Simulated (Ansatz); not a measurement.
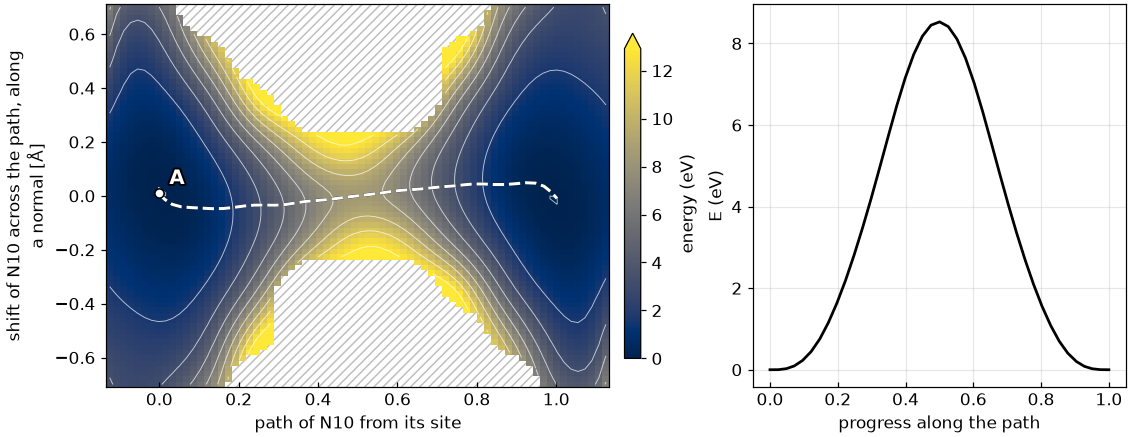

AlN (P6_3/mmc phase) with one N vacancy (11 atoms in the cell, cell charge +3). 
- An atom moved over a plane that holds its own site and a neighbouring vacancy (x along [2 1 0], y along [0 1 0], z along [0 0 1] of the conventional cell).
- First axis: path of N10 from its site (0) to the vacancy (1), 2.836 Å. Second axis: shift of N10 across the path, along a normal.
- Nothing is relaxed (all other atoms held at the sites of the perfect crystal).
- The grid has 11 × 9 points; 37 points were computed and 36 follow by symmetry. At 26 points there is no value (left out of the scan, as a rule where atoms come close).
- Points are written as (first, second).
- Energies: eV per cell, counted from the lowest grid point.
- The cell is charged on a uniform background, without a charge correction.
- The calculation used DFT PBE, scalar-relativistic, plane waves, PAW in Ansatz 0.2.0. Settings: cutoff 420 eV, k-mesh 6×6×6, gaussian smearing 0.05 eV, no spin polarisation.

Drawn: a smooth colour map with a few white contour lines, a line along the lowest path, one colour for all values above the top of the scale, hatched blanks where no value was computed, the energy along the path at the right, the start A. Between grid points the surface is interpolated.

Question: Describe the path and its barrier.

Answer: The easiest path leads from the well at (0.000, 0.000 Å) [nearest 3 Al at 1.91 Å] to a well of about the same depth at (1.000, 0.000 Å) [nearest 3 Al at 1.91 Å]. Its highest point lies about 8.5 eV above the bottom of the first well on the interpolated surface, at (0.500, 0.000 Å) [nearest 2 Al at 1.42 Å]. This is the barrier on the constrained surface; relaxing the other coordinates would change it.

PAW datasets: the set soft_1.
